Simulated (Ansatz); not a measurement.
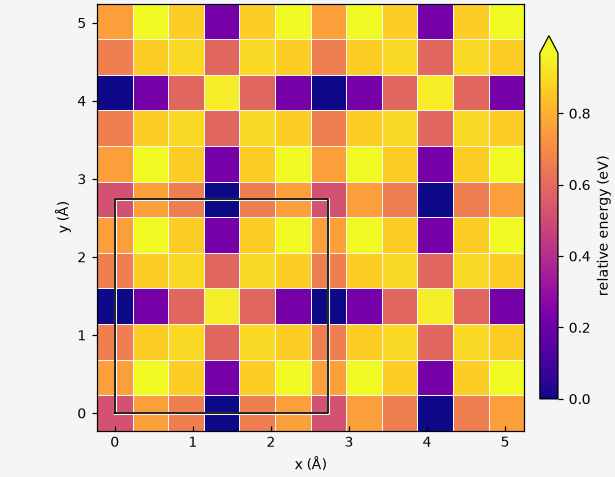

Energy landscape of O on an Ir(100) slab cut from the Fm-3m phase, its upper half relaxed before the scan (3 atoms of substrate and one adsorbate in a 1 × 1 cell). 
- O is moved over the surface cell; relaxed at each place: the height of the adsorbate's atoms; substrate rigid; the origin of the map has the adsorbate above Ir3.
- Places are given modulo a cell vector. The map is drawn in real space over the plane of the surface.
- Grid: 6 × 6 points; 10 points were computed and 26 follow by symmetry.
- All energies are given in eV relative to the lowest grid point.
- With one adsorbate in each 1 × 1 cell, its nearest image is 2.7 Å away, so neighbouring adsorbates interact. The runs have no spin polarisation; a magnetic state may lie lower.
- Theory: DFT PBE, scalar-relativistic, plane waves, PAW (Ansatz). Settings: cutoff 420 eV, k-mesh 10×10×1, gaussian smearing 0.1 eV, no spin polarisation.

Drawn: one coloured cell a grid point, the outline of one cell of the 2 × 2 shown, one colour for all values above the top of the scale. 

Summarise what can be read from the map.

Answer. The lowest grid point is at a bridge site between two Ir atoms, (0/6, 3/6) of the cell vectors. The same energy is found at a bridge site between two Ir atoms, (3/6, 0/6) of the cell vectors. The highest grid point, (1/6, 1/6) of the cell vectors [nearest 1 Ir at 1.78 Å], lies 0.97 eV above the lowest. At the lowest point the adsorbate has 2 Ir at 1.94 Å as nearest neighbours, at the highest 1 Ir at 1.78 Å. Its relaxed height above the top atom is 1.38 Å at the lowest and 1.66 Å at the highest point.

The values on the grid:

```tsv
second ↓, first →	0/6	1/6	2/6	3/6	4/6	5/6
5/6	0.75	0.97	0.87	0.23	0.87	0.97
4/6	0.66	0.87	0.90	0.59	0.90	0.87
3/6	0.00	0.23	0.59	0.94	0.59	0.23
2/6	0.66	0.87	0.90	0.59	0.90	0.87
1/6	0.75	0.97	0.87	0.23	0.87	0.97
0/6	0.52	0.75	0.66	0.00	0.66	0.75
```

Time for the 10 points that were run: 19 min on 1 thread of Arm Neoverse N1, with other jobs on the host.

PAW datasets: the set soft_1.
